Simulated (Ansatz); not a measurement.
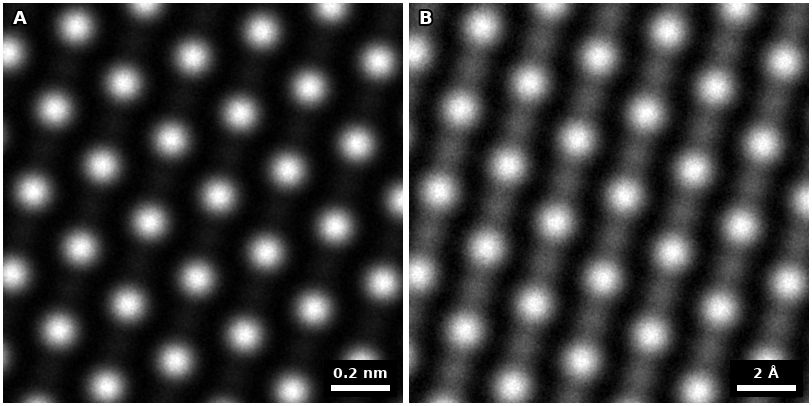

Two simulated images of the same area of GaN (Fm-3m, No. 225) along [110], with a probe of 0.96 Å. One is incoherent Z contrast (Z^1.6 per atom), the other the projected potential of neutral atoms blurred by the probe (iDPC-like, thin sample). Brightness is counted from the darkest point of the image. Shot noise was added. Structure: a calculation's starting geometry; the starting structure was generated, so it need not be a known form of this composition.

Q: Which panel is which, and how can one tell?

A is the Z-contrast image and B the potential image. The columns of 1 N per repeat reach about 8 % of the brightest peak (1 Ga) in A but about 33 % in B, mainly since the potential grows much more slowly with atomic number.
